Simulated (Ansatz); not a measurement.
Geometry relaxation, with input and output: C (part 2 of 2)

The same run, continued: C (P3₂21, 9 atoms in the cell); DFT PBE, scalar-relativistic, plane waves, PAW, no spin polarisation (Ansatz 0.2.0); cutoff 420 eV, 12×12×10 k-mesh, Gaussian smearing of 0.1 eV. The structure was made by a generator, so it may or may not be a known phase.

Geometry of the input (Å; fractional positions):
```
4.2873  0.0000  0.0000
-2.1437  3.7129  0.0000
0.0000  0.0000  3.6305
C  0.7221  0.2547  0.5527
C  0.7453  0.4674  0.2194
C  0.5326  0.2779  0.8860
C  0.2547  0.7221  0.4473
C  0.4674  0.7453  0.7806
C  0.2779  0.5326  0.1140
C  0.8557  0.0000  0.6667
C  -0.0000  0.8557  0.3333
C  0.1443  0.1443  0.0000
```

```
basis re-selected at this cell: Δ(F+E_penalty+E_count) = -7.525e-6 eV, ΔP = +0.002 GPa vs the last step (what re-selecting the basis moved, of the pressure what is left beyond the Pulay correction that the steps carried, after the strain that the cell walked since its last selection, with what the two solves' SCF thresholds leave and, on support functions, any second-order correction that the steps lacked; it is no measure of the basis error at this ecutwfc). This SCF's stress stands 1.97e-3 GPa from its target on what of the cell is left free (relax.cell.stress_tol is 5.00e-2 GPa) and its largest allowed force component is 6.84e-3 eV/Å (relax.f_tol is 1.00e-2 eV/Å): within both
SCF converged after 7 iterations
Free energy (F): -2247.059678 eV
Harris-Foulkes:  -2247.059678 eV  (|F-HF|=9.09e-13)
Internal energy: -2247.052651 eV  (E = F + TS)
E sigma→0 (E₀):  -2247.056165 eV
Entropy (-TS):   -0.007028 eV (-0.781 meV/atom)
Fermi energy:    11.984541 eV
--- Per-component energies (eV) ---
  E_band       = 97.024404
  E_kinetic    = 810.814533
  E_local      = -686.502394  (includes V_loc(G=0)·N_el)
  E_nonlocal   = 241.559921
  E_hartree    = 162.064722
  E_xc         = -432.044045
  E_vxc        = -535.775787  (∫ρ·V_xc dr)
  E_paw        = -890.845530  (= ΣΔE_a)
  E_vpaw       = -57.201377  (= ΣTr[D̂ρ^β])
  E_aug_tail   = 0.000065  (compensation charges beyond the density's cutoff)
  E_ewald      = -1452.099922
  E_smearing   = -0.007028  (= −TS)
  E_closure    = 0.000000  (closes the sum)
  Σ components = -2247.059678   (vs F -2247.059678, Δ=0.00e0)
--- Forces (eV/Å), atoms counted from 1 ---
  atom   1  C     -0.00410821     0.00470308    -0.00283859
  atom   2  C     -0.00201889    -0.00590936    -0.00283859
  atom   3  C      0.00612710     0.00120627    -0.00283859
  atom   4  C      0.00612710    -0.00120627     0.00283859
  atom   5  C     -0.00410821    -0.00470308     0.00283859
  atom   6  C     -0.00201889     0.00590936     0.00283859
  atom   7  C      0.00684073    -0.00000000     0.00000000
  atom   8  C     -0.00342036     0.00592424    -0.00000000
  atom   9  C     -0.00342036    -0.00592424     0.00000000
  max |Σ_I F_I| component: 5.20e-17 eV/Å
--- Stress (GPa, compression-positive) ---
       -0.000984      -0.000000      -0.000000
       -0.000000      -0.000984       0.000000
       -0.000000       0.000000       0.001974
  P = ⅓ Tr σ = 0.0000 GPa (0.000 kbar)
--- Band table (eV; the first three rows and the last of 162) ---
  k-point 0: bands = ["-9.3753", "-3.4820", "-3.4820", "-2.9446", "-2.0973", "0.7234", "0.7234", "2.4567", "2.4567", "4.5338", "4.5338", "5.2489", "5.2489", "6.0730", "7.1400", "8.7006", "8.7006", "9.9905", "14.3147", "14.5559", "14.5559", "15.9169", "15.9169", "19.4078", "20.8524", "20.8524", "20.8591"]
  k-point 1: bands = ["-9.2946", "-4.1423", "-2.9821", "-2.8726", "-2.0203", "0.5984", "0.9179", "1.9009", "3.1630", "3.5200", "4.3704", "5.4376", "5.6994", "6.0025", "7.0375", "8.1092", "9.6064", "10.1372", "14.1777", "14.6196", "14.9846", "15.7830", "16.5304", "19.3879", "20.7746", "20.7896", "20.8542"]
  k-point 2: bands = ["-9.0539", "-4.9395", "-2.6576", "-2.6187", "-1.7905", "0.4476", "1.2209", "1.4942", "2.6577", "3.6548", "3.8270", "4.9317", "5.3662", "6.5435", "6.9325", "8.2830", "10.5192", "10.5800", "14.2051", "15.2282", "15.3010", "15.9196", "17.6697", "19.3796", "20.6088", "20.6260", "20.8115"]
  k-point 161: bands = ["-6.0284", "-5.8140", "-5.8140", "-3.0465", "-2.7446", "-2.7446", "2.4994", "3.0213", "3.0213", "4.5725", "4.7074", "4.7074", "7.1583", "7.1583", "8.0188", "10.7082", "10.7082", "12.4149", "12.6166", "13.6086", "13.6086", "18.0277", "18.0277", "18.6120", "19.3529", "19.3529", "20.1509"]
--- Relaxed structure (3 steps of the walk, 3 accepted, 1 SCFs on fresh bases) ---
  F+E_penalty+E_count = -2247.05967845 eV   max|allowed force component| = 6.841e-3 eV/Å   (the final SCF, on the basis selected at the relaxed cell)
  cell:  # Å, volume = 57.8018 Å³
    - [4.289923406030311, -2.2780569086849756e-33, -2.4171402977498873e-19]
    - [-2.1449617030151553, 3.715182649911714, 1.2085701488749436e-19]
    - [-2.046845900993874e-19, 9.645347127994985e-34, 3.626699870381736]
  atoms:
    - { symbol: C, position: [0.7223564189705833, 0.25477328872613414, 0.5523245428844205] }
    - { symbol: C, position: [0.745226711273866, 0.4675831302444494, 0.21899120955108703] }
    - { symbol: C, position: [0.5324168697555507, 0.2776435810294166, 0.8856578762177538] }
    - { symbol: C, position: [0.2547732887261342, 0.7223564189705836, 0.44767545711557966] }
    - { symbol: C, position: [0.4675831302444494, 0.745226711273866, 0.7810087904489129] }
    - { symbol: C, position: [0.2776435810294166, 0.5324168697555507, 0.11434212378224627] }
    - { symbol: C, position: [0.8558998710262968, -6.916143564327513e-35, 0.6666666666666666] }
    - { symbol: C, position: [-5.549524693874671e-17, 0.8558998710262967, 0.3333333333333333] }
    - { symbol: C, position: [0.14410012897370328, 0.14410012897370328, -1.162881962016239e-20] }
```

## Trajectory as extended XYZ (Å, eV, eV/Å), 4 frames, from step=1 to step=4
```
9
Lattice="4.2873 0.0000 0.0000 -2.1437 3.7129 0.0000 0.0000 0.0000 3.6305" Properties=species:S:1:pos:R:3:forces:R:3 step=1 energy=-2247.05939 pressure_GPa=0.12
C     2.5499    0.9457    2.0066    0.0080   0.0146  -0.0134
C     2.1934    1.7354    0.7964   -0.0166  -0.0003  -0.0134
C     1.6877    1.0318    3.2167    0.0086  -0.0142  -0.0134
C    -0.4560    2.6811    1.6240    0.0086   0.0142   0.0134
C     0.4062    2.7672    2.8341    0.0080  -0.0146   0.0134
C     0.0497    1.9775    0.4138   -0.0166   0.0003   0.0134
C     3.6688    0.0000    2.4203    0.0475   0.0000   0.0000
C    -1.8344    3.1773    1.2102   -0.0237   0.0411   0.0000
C     0.3092    0.5356    0.0000   -0.0237  -0.0411   0.0000
9
Lattice="4.2895 0.0000 0.0000 -2.1448 3.7148 0.0000 0.0000 0.0000 3.6273" Properties=species:S:1:pos:R:3:forces:R:3 step=2 energy=-2247.05961 pressure_GPa=0.07
C     2.5519    0.9463    2.0042   -0.0059   0.0126  -0.0104
C     2.1941    1.7369    0.7951   -0.0080  -0.0114  -0.0104
C     1.6883    1.0317    3.2133    0.0139  -0.0012  -0.0104
C    -0.4565    2.6832    1.6231    0.0139   0.0012   0.0104
C     0.4072    2.7686    2.8322   -0.0059  -0.0126   0.0104
C     0.0493    1.9779    0.4140   -0.0080   0.0114   0.0104
C     3.6710    0.0000    2.4182    0.0313   0.0000   0.0000
C    -1.8355    3.1791    1.2091   -0.0157   0.0271   0.0000
C     0.3093    0.5357    0.0000   -0.0157  -0.0271   0.0000
9
Lattice="4.2899 0.0000 0.0000 -2.1450 3.7152 0.0000 0.0000 0.0000 3.6267" Properties=species:S:1:pos:R:3:forces:R:3 step=3 energy=-2247.05967 pressure_GPa=-0.00
C     2.5524    0.9465    2.0031   -0.0040   0.0046  -0.0028
C     2.1940    1.7372    0.7942   -0.0020  -0.0058  -0.0028
C     1.6885    1.0315    3.2120    0.0060   0.0012  -0.0028
C    -0.4565    2.6837    1.6236    0.0060  -0.0012   0.0028
C     0.4074    2.7687    2.8325   -0.0040  -0.0046   0.0028
C     0.0491    1.9780    0.4147   -0.0020   0.0058   0.0028
C     3.6717    0.0000    2.4178    0.0068   0.0000   0.0000
C    -1.8359    3.1798    1.2089   -0.0034   0.0059   0.0000
C     0.3091    0.5354    0.0000   -0.0034  -0.0059   0.0000
9
Lattice="4.2899 0.0000 0.0000 -2.1450 3.7152 0.0000 0.0000 0.0000 3.6267" Properties=species:S:1:pos:R:3:forces:R:3 step=4 energy=-2247.05968 pressure_GPa=0.00
C     2.5524    0.9465    2.0031   -0.0041   0.0047  -0.0028
C     2.1940    1.7372    0.7942   -0.0020  -0.0059  -0.0028
C     1.6885    1.0315    3.2120    0.0061   0.0012  -0.0028
C    -0.4565    2.6837    1.6236    0.0061  -0.0012   0.0028
C     0.4074    2.7687    2.8325   -0.0041  -0.0047   0.0028
C     0.0491    1.9780    0.4147   -0.0020   0.0059   0.0028
C     3.6717    0.0000    2.4178    0.0068   0.0000   0.0000
C    -1.8359    3.1798    1.2089   -0.0034   0.0059   0.0000
C     0.3091    0.5354    0.0000   -0.0034  -0.0059   0.0000
```

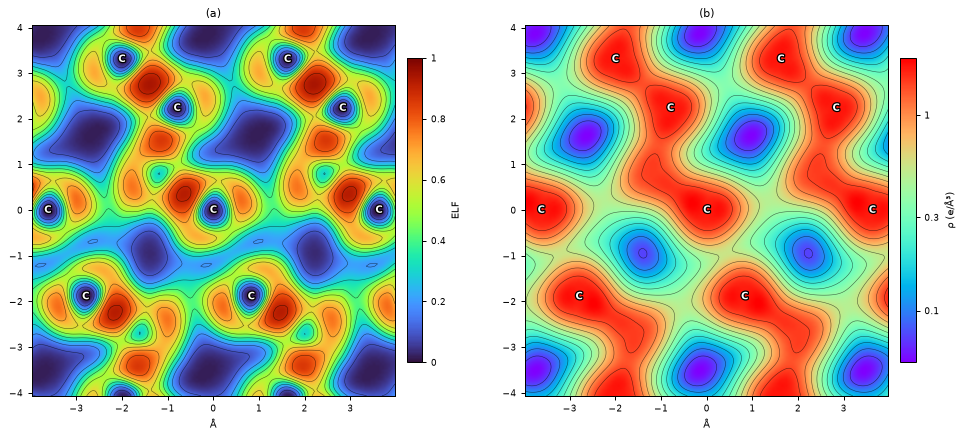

**Figure 1.** (a) electron localisation function; (b) valence pseudo-density on the (110) plane of the conventional cell. The section cuts through C sites. C–C (1.61 Å): ρ is about 1.4 e/Å³ halfway; the ELF peaks at about 0.95 between the atoms, as expected for localised, shared-pair bonding. Away from the nuclei the density in this plane falls to 0.05 e/Å³ at its lowest. In a PAW calculation such maps are meaningful between the atoms, not at the nuclei.

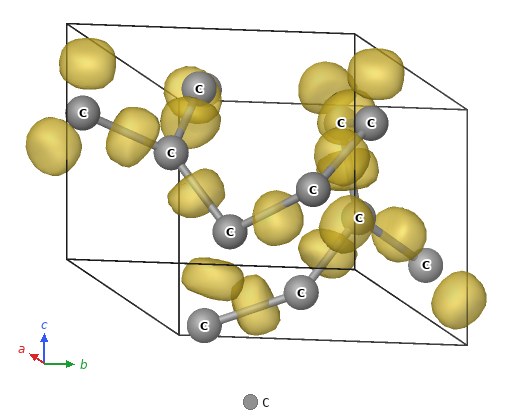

**Figure 2.** Isosurface of the ELF at 0.8 (yellow), seen at an oblique angle. Core shells and regions of very low density are left out. Sticks mark near contacts. The outline is the cell set on symmetry axes. The ELF exceeds this value in 15 regions between bonded C–C atoms (shared pairs), counted in one cell of 9 atoms. Along the contacts the grid gives the following. C–C (1.61 Å): the ELF peaks at about 0.95 between the atoms (a shared electron pair).

## Key numbers

| quantity | value |
| --- | --- |
| outcome | converged |
| space group (tolerance 0.01 Å) | P3₂21 (154) |
| electrons treated | 36 |
| free energy | −2247.0597 eV |
| Fermi energy | 11.985 eV |
| gap on the k-point mesh | none (metallic) |
| pressure | 0.00 GPa |
| final volume | 57.80 Å³ |
| largest force (length of the vector) at the end | 0.007 eV/Å |
| final cell | a = 4.290 Å, b = 4.290 Å, c = 3.627 Å, α = 90.00°, β = 90.00°, γ = 120.00° |
| hardware | 1 thread of Arm Neoverse V1, 24 GiB of memory available, shared host |
| wall time | 2.3 min |
| peak memory | 0.46 GiB |
